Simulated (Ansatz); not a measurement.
## From Pb₂Se to Pb₂O

System: Pb₂Se (6 atoms in the cell).
Method of the first run: DFT PBEsol, scalar-relativistic, plane waves, PAW, no spin polarisation (Ansatz 0.2.0).
System of the second run: Pb₂O (6 atoms in the cell).

On the first run: The structure was made by swapping elements on the sites of another compound; it need not be a known phase. On the second run: The structure derives from an entry of the Crystallography Open Database. Text and figures count atoms from 1; the logs count them from 0 in places.

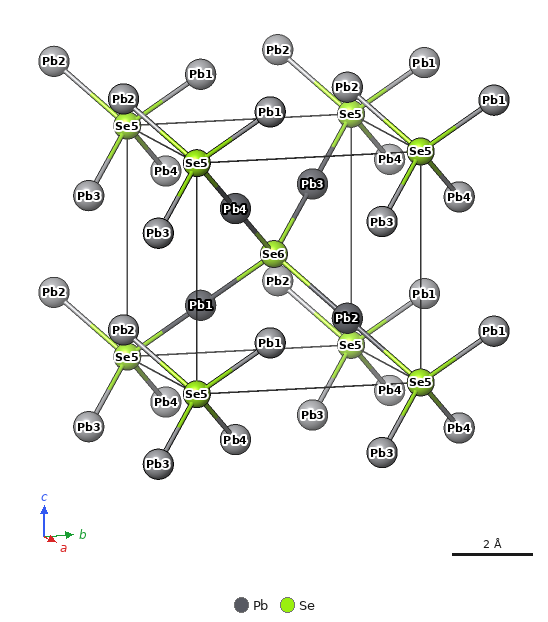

**Figure 1.** The input geometry (ball-and-stick view of the cell of the calculation, seen slightly off an axis; neighbours outside the cell are drawn fainter; atoms are numbered from 1 in the order of the input). An atom can appear more than once, as a periodic image. Near neighbours in the periodic cell (some may lie outside the picture): Pb has 2 Se at 2.56 Å; Se has 4 Pb at 2.56 Å.

The input, the first run:
```yaml
crystal:
  lattice:
    - [5.9103762356, 0.0, 0.0]
    - [0.0, 5.9103762356, 0.0]
    - [0.0, 0.0, 5.9103762356]
  atoms:
    - { symbol: Pb, position: [0.25, 0.25, 0.25] }
    - { symbol: Pb, position: [0.75, 0.75, 0.25] }
    - { symbol: Pb, position: [0.25, 0.75, 0.75] }
    - { symbol: Pb, position: [0.75, 0.25, 0.75] }
    - { symbol: Se, position: [0.0, 0.0, 0.0] }
    - { symbol: Se, position: [0.5, 0.5, 0.5] }
basis:
  ecutwfc: 420
kpoints:
  mp_grid: { grid: [4, 4, 4] }
hamiltonian:
  xc: pbesol
scf:
  occupations: { method: gaussian, width: 0.1 }
output:
  forces: true
  stress: true
  eigenvalues: true
relax:
  adjacent_minimum: "off"
  f_tol: 0.05
  max_steps: 60
  cell: { stress_tol: 0.5 }
```

Launched with:
```bash
ansatz run input.yaml --threads 1 --pin off --max-ram 2560MiB --backend cpu --events-out ev --progress --plain --runs-dir out
```

Hardware: 1 thread of Arm Neoverse V1, 24 GiB of memory available, shared host.

Output, shortened to warnings, some set-up lines, iterations and results (the first run):
```
Basis set: ecut = 420 eV, 3959 PW (Γ), exchange–correlation on 80×80×80 points (8 copies of the dense FFT grid, shifted against one another)
Symmetry: 48 space group operations
k-points: 10 of 64
Initial density: superposition of atomic densities (neutral atoms: chi_scale 0, normalization atom), corrected by the library's trained network
[...]
SCF iter   1: F=—  HF=-57864.086899 eV  |F-HF|=—  |Δ(HF+E_count)|=         —  Δρ=4.40e-3  dr2=6.51e-2  ethr=1.77e-3  ⟨swp⟩=9.4  Hψ=2545  notcnv=0  defer=2
SCF iter   2: F=—  HF=-57864.096639 eV  |F-HF|=—  |Δ(HF+E_count)|=   9.74e-3  Δρ=4.18e-3  dr2=7.19e-2  ethr=7.40e-5  ⟨swp⟩=2.6  Hψ=1140  notcnv=0  defer=19
SCF iter   3: F=—  HF=-57864.074325 eV  |F-HF|=—  |Δ(HF+E_count)|=   2.23e-2  Δρ=4.22e-4  dr2=5.62e-4  ethr=7.40e-5  ⟨swp⟩=2.0  Hψ=1015  notcnv=0  defer=19
SCF iter   4: F=—  HF=-57864.074146 eV  |F-HF|=—  |Δ(HF+E_count)|=   1.79e-4  Δρ=1.67e-4  dr2=5.26e-5  ethr=6.39e-7  ⟨swp⟩=2.4  Hψ=964  notcnv=0  defer=19
SCF iter   5: F=—  HF=-57864.074085 eV  |F-HF|=—  |Δ(HF+E_count)|=   6.08e-5  Δρ=2.51e-5  dr2=1.50e-6  ethr=5.98e-8  ⟨swp⟩=2.0  Hψ=952  notcnv=0  defer=19
[... 27 lines ...]
SCF iter   4: F=—  HF=-57865.534786 eV  |F-HF|=—  |Δ(HF+E_count)|=   4.63e-5  Δρ=4.74e-6  dr2=1.29e-7  ethr=6.02e-10  ⟨swp⟩=2.0  Hψ=972  notcnv=0
SCF iter   5: F=—  HF=-57865.534786 eV  |F-HF|=—  |Δ(HF+E_count)|=   1.45e-8  Δρ=2.95e-6  dr2=2.82e-8  ethr=1.47e-10  ⟨swp⟩=2.0  Hψ=972  notcnv=0
SCF iter   6: F=-57865.534786 eV  HF=-57865.534786 eV  |F-HF|=6.40e-10  |Δ(HF+E_count)|=   9.18e-9  Δρ=5.99e-7  dr2=2.14e-9  ethr=6.82e-12  ⟨swp⟩=5.4  Hψ=2408  notcnv=0
SCF 5 converged in 6 iterations: F = -57865.534786 eV  dr2 = 2.14e-9
relax step   5: F+E_penalty+E_count = -57865.53478637 eV  Δ(F+E_penalty+E_count) = -4.572e-3 eV  max|allowed force component| = 5.204e-18 eV/Å  Δτ_max = 0.0000 Å  P = +0.113 …
basis re-selected at this cell: Δ(F+E_penalty+E_count) = -4.572e-3 eV, ΔP = +0.017 GPa vs the last step (what re-selecting the basis moved, of the pressure what is left beyond the Pulay correction that the steps carried, after the strain that the cell walked since its last selection, with what the …
SCF converged after 6 iterations
Free energy (F): -57865.534786 eV
Harris-Foulkes:  -57865.534786 eV  (|F-HF|=6.40e-10)
Internal energy: -57865.519280 eV  (E = F + TS)
E sigma→0 (E₀):  -57865.527033 eV
Entropy (-TS):   -0.015506 eV (-2.584 meV/atom)
Fermi energy:    5.177385 eV
--- Per-component energies (eV) ---
  E_band       = -1334.617582
  E_kinetic    = 1385.933440
  E_local      = -12080.780633  (includes V_loc(G=0)·N_el)
  E_nonlocal   = 222.148761
  E_hartree    = 5378.326174
  E_xc         = -1078.152233
  E_vxc        = -720.553663  (∫ρ·V_xc dr)
  E_paw        = -44753.812254  (= ΣΔE_a)
  E_vpaw       = -898.021611  (= ΣTr[D̂ρ^β])
  E_aug_tail   = -0.000967  (compensation charges beyond the density's cutoff)
  E_ewald      = -6941.446936
  E_core_change = 2.265367  (= ΣΔE_core)
  E_smearing   = -0.015506  (= −TS)
  E_closure    = -0.000000  (closes the sum)
  Σ components = -57865.534786   (vs F -57865.534786, Δ=0.00e0)
--- Forces (eV/Å), atoms counted from 1 ---
  atom   1  Pb    -0.00000000    -0.00000000    -0.00000000
  atom   2  Pb    -0.00000000    -0.00000000    -0.00000000
  atom   3  Pb     0.00000000    -0.00000000    -0.00000000
  atom   4  Pb     0.00000000    -0.00000000    -0.00000000
  atom   5  Se     0.00000000     0.00000000    -0.00000000
  atom   6  Se    -0.00000000     0.00000000     0.00000000
  max |Σ_I F_I| component: 5.78e-19 eV/Å
--- Stress (GPa, compression-positive) ---
        0.113281       0.000000      -0.000000
        0.000000       0.113281       0.000000
       -0.000000       0.000000       0.113281
  P = ⅓ Tr σ = 0.1133 GPa (1.133 kbar)
--- Relaxed structure (4 steps of the walk, 4 accepted, 1 SCFs on fresh bases) ---
[...]
```

The input of the second run differs as follows (lines with − go, lines with + come):
```diff
-    - [5.9103762356, 0.0, 0.0]
-    - [0.0, 5.9103762356, 0.0]
-    - [0.0, 0.0, 5.9103762356]
+    - [5.38, 0.0, 0.0]
+    - [0.0, 5.38, 0.0]
+    - [0.0, 0.0, 5.38]
-    - { symbol: Se, position: [0.0, 0.0, 0.0] }
-    - { symbol: Se, position: [0.5, 0.5, 0.5] }
+    - { symbol: O, position: [0.0, 0.0, 0.0] }
+    - { symbol: O, position: [0.5, 0.5, 0.5] }
-  mp_grid: { grid: [4, 4, 4] }
+  mp_grid: { grid: [8, 8, 8] }
-  f_tol: 0.05
-  max_steps: 60
-  cell: { stress_tol: 0.5 }
+  f_tol: 0.005
+  max_steps: 80
+  cell: { stress_tol: 0.05 }
```

What does this change do to the results?

The total energies belong to different systems, so their difference says nothing on which is more stable or more accurate. The pressure goes from 0.11 to −0.05 GPa. The volume per atom goes from 43.82 to 25.95 Å³. The SCF takes 13 iterations over all geometry steps against 27. The irreducible k-points go from 10 to 35. On the same kind of shared host the second run took about 0.67 times as long.

Output, shortened to warnings, some set-up lines, iterations and results (the second run):
```
Basis set: ecut = 420 eV, 2969 PW (Γ), exchange–correlation on 72×72×72 points (8 copies of the dense FFT grid, shifted against one another)
Symmetry: 48 space group operations
k-points: 35 of 512
Initial density: superposition of atomic densities (neutral atoms: chi_scale 0, normalization atom), corrected by the library's trained network
[...]
SCF iter   1: F=—  HF=-48138.626408 eV  |F-HF|=—  |Δ(HF+E_count)|=         —  Δρ=1.54e-2  dr2=3.73e-1  ethr=1.77e-3  ⟨swp⟩=8.7  Hψ=6907  notcnv=0  defer=4
SCF iter   2: F=—  HF=-48138.573215 eV  |F-HF|=—  |Δ(HF+E_count)|=   5.32e-2  Δρ=5.52e-3  dr2=5.67e-2  ethr=5.48e-4  ⟨swp⟩=1.9  Hψ=1805  notcnv=0  defer=36
SCF iter   3: F=—  HF=-48138.565669 eV  |F-HF|=—  |Δ(HF+E_count)|=   7.55e-3  Δρ=1.07e-3  dr2=1.80e-3  ethr=8.34e-5  ⟨swp⟩=2.0  Hψ=1634  notcnv=0  defer=37
SCF iter   4: F=—  HF=-48138.566071 eV  |F-HF|=—  |Δ(HF+E_count)|=   4.02e-4  Δρ=2.23e-4  dr2=1.03e-4  ethr=2.64e-6  ⟨swp⟩=2.1  Hψ=1732  notcnv=0  defer=37
SCF iter   5: F=—  HF=-48138.566128 eV  |F-HF|=—  |Δ(HF+E_count)|=   5.76e-5  Δρ=7.78e-5  dr2=1.53e-5  ethr=1.52e-7  ⟨swp⟩=2.1  Hψ=1882  notcnv=0  defer=37
[... 7 lines ...]
SCF iter   4: F=—  HF=-48138.566065 eV  |F-HF|=—  |Δ(HF+E_count)|=  2.18e-10  Δρ=4.55e-7  dr2=1.56e-10  ethr=1.49e-12  ⟨swp⟩=2.0  Hψ=1502  notcnv=0
SCF iter   5: F=-48138.566065 eV  HF=-48138.566065 eV  |F-HF|=2.18e-11  |Δ(HF+E_count)|=  5.09e-11  Δρ=7.77e-8  dr2=1.17e-11  ethr=1.00e-12  ⟨swp⟩=1.0  Hψ=1435  notcnv=0
SCF iter   6: F=-48138.566065 eV  HF=-48138.566065 eV  |F-HF|=2.91e-11  |Δ(HF+E_count)|=  7.28e-12  Δρ=2.86e-8  dr2=1.91e-12  ethr=1.00e-12  ⟨swp⟩=4.5  Hψ=5342  notcnv=0
SCF 2 converged in 6 iterations: F = -48138.566065 eV  dr2 = 1.91e-12
relax step   2: F+E_penalty+E_count = -48138.56606494 eV  Δ(F+E_penalty+E_count) = -2.452e-9 eV  max|allowed force component| = 3.855e-19 eV/Å  Δτ_max = 0.0000 Å  P = -0.048 …
basis re-selected at this cell: Δ(F+E_penalty+E_count) = -2.452e-9 eV, ΔP = -0.000 GPa vs the last step (what re-selecting the basis moved, of the pressure what is left beyond the Pulay correction that the steps carried, after the strain that the cell walked since its last selection, with what the …
SCF converged after 6 iterations
Free energy (F): -48138.566065 eV
Harris-Foulkes:  -48138.566065 eV  (|F-HF|=2.91e-11)
Internal energy: -48138.557842 eV  (E = F + TS)
E sigma→0 (E₀):  -48138.561953 eV
Entropy (-TS):   -0.008223 eV (-1.371 meV/atom)
Fermi energy:    7.975313 eV
--- Per-component energies (eV) ---
  E_band       = -269.079910
  E_kinetic    = 1499.233373
  E_local      = -5406.193783  (includes V_loc(G=0)·N_el)
  E_nonlocal   = 1507.214757
  E_hartree    = 2127.583039
  E_xc         = -1018.687435
  E_vxc        = -713.777330  (∫ρ·V_xc dr)
  E_paw        = -41326.373728  (= ΣΔE_a)
  E_vpaw       = -1410.727970  (= ΣTr[D̂ρ^β])
  E_aug_tail   = 0.004919  (compensation charges beyond the density's cutoff)
  E_ewald      = -5521.658025
  E_core_change = 0.319042  (= ΣΔE_core)
  E_smearing   = -0.008223  (= −TS)
  E_closure    = -0.000000  (closes the sum)
  Σ components = -48138.566065   (vs F -48138.566065, Δ=0.00e0)
--- Forces (eV/Å), atoms counted from 1 ---
  atom   1  Pb    -0.00000000     0.00000000     0.00000000
  atom   2  Pb    -0.00000000     0.00000000     0.00000000
  atom   3  Pb    -0.00000000     0.00000000     0.00000000
  atom   4  Pb    -0.00000000     0.00000000     0.00000000
  atom   5  O      0.00000000     0.00000000     0.00000000
  atom   6  O      0.00000000     0.00000000    -0.00000000
  max |Σ_I F_I| component: 2.89e-19 eV/Å
--- Stress (GPa, compression-positive) ---
       -0.048181       0.000000       0.000000
        0.000000      -0.048181       0.000000
        0.000000       0.000000      -0.048181
  P = ⅓ Tr σ = -0.0482 GPa (-0.482 kbar)
--- Relaxed structure (1 steps of the walk, 1 accepted, 1 SCFs on fresh bases) ---
  F+E_penalty+E_count = -48138.56606494 eV   max|allowed force component| = 3.855e-19 eV/Å   (the final SCF, on the basis selected at the relaxed cell)
  cell:  # Å, volume = 155.7209 Å³
    - [5.38, 0.0, 0.0]
    - [0.0, 5.38, 0.0]
    - [0.0, 0.0, 5.38]
  atoms:
    - { symbol: Pb, position: [0.25, 0.25, 0.25] }
[...]
```

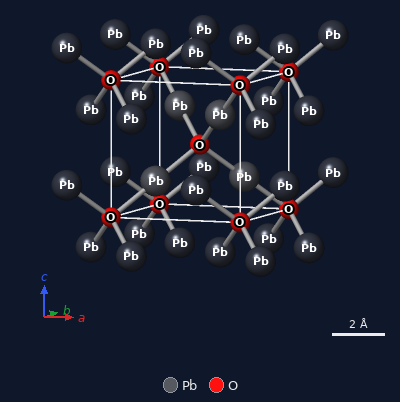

**Figure 2.** The input structure of the second run (ball-and-stick view of the cell of the calculation, seen slightly off an axis; neighbours outside the cell are drawn fainter). An atom can appear more than once, as a periodic image.

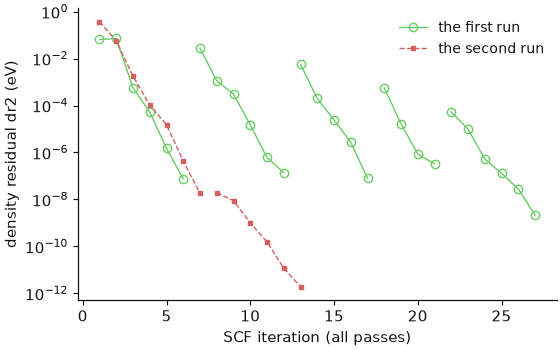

**Figure 3.** Convergence of the two runs: density residual dr2 against the SCF iteration. A break in a curve parts two SCF passes. The first run takes 27 iterations in all, and the second run takes 13.

The two runs side by side:

```tsv
quantity	the first run	the second run
outcome	converged	converged
free energy per atom (eV)	−9644.2558	−8023.0943
energy per atom, smearing taken to zero (eV)	−9644.2545	−8023.0937
gap on the mesh (eV)	0.00	0.00
pressure (GPa)	0.11	−0.05
volume per atom (Å³)	43.82	25.95
largest force (eV/Å)	0.000	0.000
SCF iterations	27	13
irreducible k-points	10	35
wall time (shared host)	46 s	31 s
```

For both runs: Spin–orbit coupling is left out, which matters for Pb.
